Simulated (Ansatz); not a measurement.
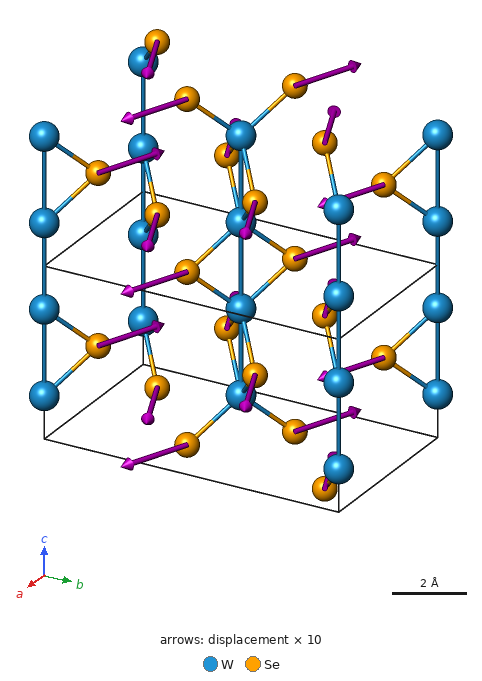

This is a relaxation of a crystal of WSe₂ (built on the SiS2-72 type type). The starting structure is drawn; purple arrows show the displacements (the part carried along by the change of the cell is left out), 10 times their true length.

A ball-and-stick model of the conventional cell (2 times the calculation's cell), repeated 1 × 1 × 2 with one cell outlined, seen from a free direction. Lengths and directions refer to the drawn axes.

Level of theory: DFT, PBEsol, plane waves, PAW in Ansatz. (plane-wave cutoff 420 eV; k-point mesh 6 × 6 × 6; occupations fermi dirac; smearing width 0.03 eV; no spin polarisation; cell and atoms relaxed; force threshold 0.01 eV/Å; at most 120 steps)

### Describe the change and its energy.

The largest moves relative to the cell, 0.23 Å, are those of Se atoms. W stays in place. Cell: a 5.418 → 5.294 Å (−2.3 %), b 9.256 → 11.498 Å (+24.2 %), c 5.229 → 5.782 Å (+10.6 %). Volume +34.2 %. Some distances before and after: Se–Se 3.052 → 3.812 Å, Se–W 2.010 → 2.392 Å, W–W 2.615 → 2.891 Å. Bond angles that change, for instance: Se–W–Se 115.9° → 107.6°, W–Se–W 81.2° → 74.4°, Se–W–Se 98.8° → 105.6°. The space group stays Ibam (No. 72). The energy falls by 2820 meV per atom in 17 accepted moves (19 points after the start). The largest force component goes from 15 to 0.0067 eV/Å. Pressure: 94.61 GPa at the start and 0.00 GPa at the end. The SCF was repeated twice at an unchanged geometry on a basis and grid sized afresh for the cell, which shifted the energy by 2.8 meV per atom at most.
